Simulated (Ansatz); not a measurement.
# AlGa$_{3}$N$_{4}$: a changed input and its effect

System: AlGa$_{3}$N$_{4}$ (Pm, 8 atoms in the cell).
Method of the first run: DFT PBEsol, scalar-relativistic, plane waves, PAW, no spin polarisation (Ansatz 0.2.0).

The structure derives from a Materials Project entry. Text and figures count atoms from 1; the logs count them from 0 in places.

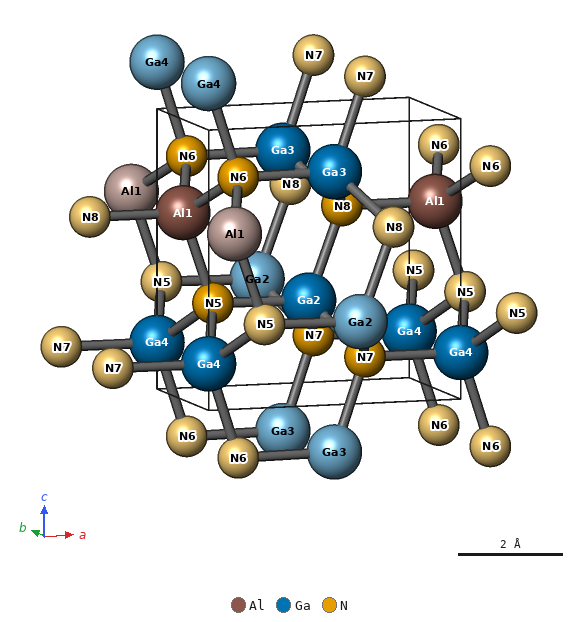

The structure as given in the input (ball-and-stick view of the cell of the calculation, seen slightly off an axis; neighbours outside the cell are drawn fainter; atoms are numbered from 1 in the order of the input). An atom can appear more than once, as a periodic image.

### The input, the first run
```yaml
crystal:
  lattice:
    - [5.142351204, 0.0, 0.0]
    - [0.0, 3.1649848011, 0.0]
    - [-0.0034562421, 0.0, 5.4784942212]
  atoms:
    - { symbol: Al, position: [0.0006034235, 0.5, 0.6673576246] }
    - { symbol: Ga, position: [0.4991167026, 0.5, 0.3349195796] }
    - { symbol: Ga, position: [0.499027384, 0.0, 0.8315570006] }
    - { symbol: Ga, position: [0.9998617813, 0.0, 0.1661805284] }
    - { symbol: "N", position: [0.1196687536, 0.5, 0.3400974151] }
    - { symbol: "N", position: [0.1176459797, 0.0, 0.8263760593] }
    - { symbol: "N", position: [0.6204436392, 0.0, 0.1662162869] }
    - { symbol: "N", position: [0.6312323461, 0.5, 0.6672965055] }
basis:
  ecutwfc: 420
kpoints:
  mp_grid: { grid: [6, 8, 6] }
  band_path: { path: [VBM, CBM], npoints: 2 }
hamiltonian:
  xc: pbesol
scf:
  occupations: { method: gaussian, width: 0.02 }
output:
  forces: true
  stress: true
  eigenvalues: true
checkpoint:
  read: start.run
  write: ck
  compress: false
  write_wavefunctions: false
  write_every: 100000
```

Command:
```bash
ansatz run input.yaml --threads 2 --pin off --max-ram 5120MiB --backend cpu --events-out ev --progress --plain --runs-dir out
```

Hardware: 2 threads of Intel Xeon @ 2.50GHz (Skylake/Cascade Lake), 192 GiB of memory available, shared host.

### Output, shortened to warnings, some set-up lines, iterations and results (the first run)
```
Basis set: ecut = 420 eV, 1749 PW (Γ), exchange–correlation on 72×48×80 points (8 copies of the dense FFT grid, shifted against one another)
Symmetry: 2 space group operations
k-points: 100 of 288 (time reversal used)
Initial density: read from a saved state, or passed on in memory by an earlier SCF of this step, an earlier step, the calling program or the single point that the run made first
[...]
SCF iter   1: F=—  HF=-13274.468525 eV  |F-HF|=—  |Δ(HF+E_count)|=         —  Δρ=1.01e-5  dr2=8.56e-8  ethr=3.49e-8  ⟨swp⟩=3.0  Hψ=27016  notcnv=0
SCF iter   2: F=-13274.468525 eV  HF=-13274.468525 eV  |F-HF|=8.17e-9  |Δ(HF+E_count)|=   9.14e-9  Δρ=5.47e-6  dr2=2.84e-8  ethr=1.38e-10  ⟨swp⟩=6.2  Hψ=14032  notcnv=0
SCF 1 converged in 2 iterations: F = -13274.468525 eV  dr2 = 2.84e-8
NSCF: frozen V_eff on 80 k-points
NSCF: frozen V_eff on 80 k-points
NSCF: frozen V_eff on 80 k-points
NSCF: frozen V_eff on 80 k-points
NSCF: frozen V_eff on 37 k-points
NSCF: frozen V_eff on 7 k-points
NSCF: frozen V_eff on 7 k-points
NSCF: frozen V_eff on 7 k-points
NSCF: frozen V_eff on 7 k-points
NSCF: frozen V_eff on 7 k-points
NSCF: frozen V_eff on 3 k-points
SCF converged after 2 iterations
Free energy (F): -13274.468525 eV
Harris-Foulkes:  -13274.468525 eV  (|F-HF|=8.17e-9)
Internal energy: -13274.468525 eV  (E = F + TS)
E sigma→0 (E₀):  -13274.468525 eV
Fermi energy:    10.198676 eV
--- Per-component energies (eV) ---
  E_band       = -18.389839
  E_kinetic    = 898.914910
  E_local      = -6609.799085  (includes V_loc(G=0)·N_el)
  E_nonlocal   = 1482.336094
  E_hartree    = 3027.140513
  E_xc         = -483.762591
  E_vxc        = -509.075125  (∫ρ·V_xc dr)
  E_paw        = -6805.904862  (= ΣΔE_a)
  E_vpaw       = -1335.044373  (= ΣTr[D̂ρ^β])
  E_aug_tail   = 0.000144  (compensation charges beyond the density's cutoff)
  E_ewald      = -4786.114115
  E_core_change = 2.720468  (= ΣΔE_core)
  E_smearing   = -0.000000  (= −TS)
  E_closure    = -0.000000  (closes the sum)
  Σ components = -13274.468525   (vs F -13274.468525, Δ=0.00e0)
--- Forces (eV/Å), atoms counted from 1 ---
  atom   1  Al     0.00306653     0.00000000     0.00074437
  atom   2  Ga     0.00195867     0.00000000     0.00244064
  atom   3  Ga     0.00307494     0.00000000    -0.00069215
  atom   4  Ga    -0.00445843     0.00000000    -0.00049588
  atom   5  N     -0.00083513     0.00000000     0.00057196
  atom   6  N     -0.00219445     0.00000000    -0.00005568
  atom   7  N      0.00222721     0.00000000    -0.00106625
  atom   8  N     -0.00283822     0.00000000    -0.00145327
  max |Σ_I F_I| component: 6.25e-6 eV/Å
--- Stress (GPa, compression-positive) ---
        0.005625       0.000000      -0.003226
        0.000000      -0.006131       0.000000
       -0.003200       0.000000      -0.023337
  P = ⅓ Tr σ = -0.0079 GPa (-0.079 kbar)
```

The input of the second run differs as follows (lines with − go, lines with + come):
```diff
-    - [5.142351204, 0.0, 0.0]
-    - [0.0, 3.1649848011, 0.0]
-    - [-0.0034562421, 0.0, 5.4784942212]
+    - [5.1659926841, 0.0, 0.0001167797]
+    - [0.0, 3.198971323, 0.0]
+    - [-0.0033478985, 0.0, 5.3141393975]
-    - { symbol: Al, position: [0.0006034235, 0.5, 0.6673576246] }
-    - { symbol: Ga, position: [0.4991167026, 0.5, 0.3349195796] }
-    - { symbol: Ga, position: [0.499027384, 0.0, 0.8315570006] }
-    - { symbol: Ga, position: [0.9998617813, 0.0, 0.1661805284] }
-    - { symbol: "N", position: [0.1196687536, 0.5, 0.3400974151] }
-    - { symbol: "N", position: [0.1176459797, 0.0, 0.8263760593] }
-    - { symbol: "N", position: [0.6204436392, 0.0, 0.1662162869] }
-    - { symbol: "N", position: [0.6312323461, 0.5, 0.6672965055] }
+    - { symbol: Al, position: [-0.0002335539, 0.5, 0.668443117] }
+    - { symbol: Ga, position: [0.4978062206, 0.5, 0.3337372183] }
+    - { symbol: Ga, position: [0.4977462641, 0.0, 0.8300181919] }
+    - { symbol: Ga, position: [0.9982929167, 0.0, 0.1675258373] }
+    - { symbol: "N", position: [0.1210008426, 0.5, 0.3358473855] }
+    - { symbol: "N", position: [0.1187625195, 0.0, 0.8219230016] }
+    - { symbol: "N", position: [0.6214656581, 0.0, 0.170691782] }
+    - { symbol: "N", position: [0.6327591422, 0.5, 0.6718144663] }
```

Predict how the results change.

With the same functional and potentials, the second run lies 9.2 meV per atom higher. The gap on the mesh goes from 2.36 to 2.30 eV. The pressure goes from −0.01 to 2.90 GPa. The volume per atom goes from 11.15 to 10.98 Å³. The plane waves at Γ go from 1749 to 1727.

### Output, shortened to warnings, some set-up lines, iterations and results (the second run)
```
Basis set: ecut = 420 eV, 1727 PW (Γ), exchange–correlation on 72×48×72 points (8 copies of the dense FFT grid, shifted against one another)
Symmetry: 2 space group operations
k-points: 100 of 288 (time reversal used)
Initial density: read from a saved state, or passed on in memory by an earlier SCF of this step, an earlier step, the calling program or the single point that the run made first
[...]
SCF iter   1: F=—  HF=-13274.394863 eV  |F-HF|=—  |Δ(HF+E_count)|=         —  Δρ=2.35e-7  dr2=3.10e-11  ethr=3.49e-8  ⟨swp⟩=3.0  Hψ=27194  notcnv=0
SCF iter   2: F=-13274.394863 eV  HF=-13274.394863 eV  |F-HF|=1.46e-11  |Δ(HF+E_count)|=   3.96e-9  Δρ=1.70e-7  dr2=2.01e-11  ethr=1.00e-12  ⟨swp⟩=6.1  Hψ=13210  notcnv=0
SCF 1 converged in 2 iterations: F = -13274.394863 eV  dr2 = 2.01e-11
NSCF: frozen V_eff on 80 k-points
NSCF: frozen V_eff on 80 k-points
NSCF: frozen V_eff on 80 k-points
NSCF: frozen V_eff on 69 k-points
NSCF: frozen V_eff on 10 k-points
NSCF: frozen V_eff on 7 k-points
NSCF: frozen V_eff on 7 k-points
NSCF: frozen V_eff on 7 k-points
NSCF: frozen V_eff on 7 k-points
NSCF: frozen V_eff on 5 k-points
NSCF: frozen V_eff on 3 k-points
SCF converged after 2 iterations
Free energy (F): -13274.394863 eV
Harris-Foulkes:  -13274.394863 eV  (|F-HF|=1.46e-11)
Internal energy: -13274.394863 eV  (E = F + TS)
E sigma→0 (E₀):  -13274.394863 eV
Fermi energy:    10.511845 eV
--- Per-component energies (eV) ---
  E_band       = -6.594899
  E_kinetic    = 901.378426
  E_local      = -6563.610771  (includes V_loc(G=0)·N_el)
  E_nonlocal   = 1482.561714
  E_hartree    = 3008.969316
  E_xc         = -484.673840
  E_vxc        = -510.248461  (∫ρ·V_xc dr)
  E_paw        = -6805.782881  (= ΣΔE_a)
  E_vpaw       = -1334.614429  (= ΣTr[D̂ρ^β])
  E_aug_tail   = 0.000101  (compensation charges beyond the density's cutoff)
  E_ewald      = -4815.957396
  E_core_change = 2.720468  (= ΣΔE_core)
  E_smearing   = -0.000000  (= −TS)
  E_closure    = -0.000000  (closes the sum)
  Σ components = -13274.394863   (vs F -13274.394863, Δ=0.00e0)
--- Forces (eV/Å), atoms counted from 1 ---
  atom   1  Al     0.00010366     0.00000000     0.00025720
  atom   2  Ga     0.00009210     0.00000000    -0.00019050
  atom   3  Ga    -0.00005132     0.00000000     0.00013917
  atom   4  Ga    -0.00001916     0.00000000    -0.00020037
  atom   5  N      0.00018316    -0.00000000     0.00008667
  atom   6  N     -0.00036410    -0.00000000    -0.00015128
  atom   7  N     -0.00013928    -0.00000000     0.00020568
  atom   8  N      0.00018323    -0.00000000    -0.00014452
  max |Σ_I F_I| component: 1.17e-5 eV/Å
--- Stress (GPa, compression-positive) ---
       -0.000455       0.000000      -0.061869
        0.000000      -0.000079       0.000000
       -0.061838       0.000000       8.706661
  P = ⅓ Tr σ = 2.9020 GPa (29.020 kbar)
```

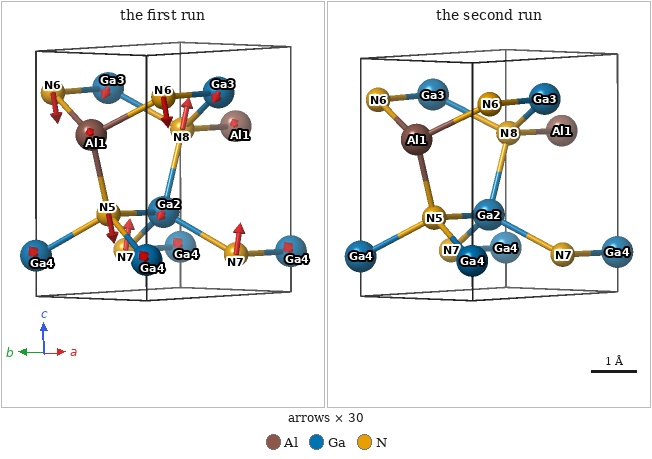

The two input geometries at one scale (ball-and-stick view of the cell of the calculation, seen at an oblique angle). The red arrows on the first give the shifts of the atoms relative to the cell, with their mean removed, magnified 30 times. The atom that moves furthest relative to the cell is N8 (0.025 Å). Largest moves by element: N 0.025 Å, Ga 0.011 Å, Al 0.007 Å. (The mean shift of all atoms is removed.) Cell: a 5.142 → 5.166 Å (+0.5 %), b 3.165 → 3.199 Å (+1.1 %), c 5.478 → 5.314 Å (−3.0 %). Volume −1.5 %. Among the contacts that change: Al1–N5 1.895 → 1.876 Å, Ga4–N6 1.958 → 1.940 Å, Ga3–N7 1.936 → 1.920 Å, Ga4–N5 1.947 → 1.939 Å.

### The two runs side by side

| quantity | the first run | the second run |
| --- | --- | --- |
| outcome | converged | converged |
| free energy per atom (eV) | −1659.3086 | −1659.2994 |
| gap on the mesh (eV) | 2.36 | 2.30 |
| pressure (GPa) | −0.01 | 2.90 |
| volume per atom (Å³) | 11.15 | 10.98 |
| largest force (eV/Å) | 0.004 | 0.000 |
| irreducible k-points | 100 | 100 |
| plane waves at Γ | 1749 | 1727 |
| wall time (shared host) | 42 s | 45 s |
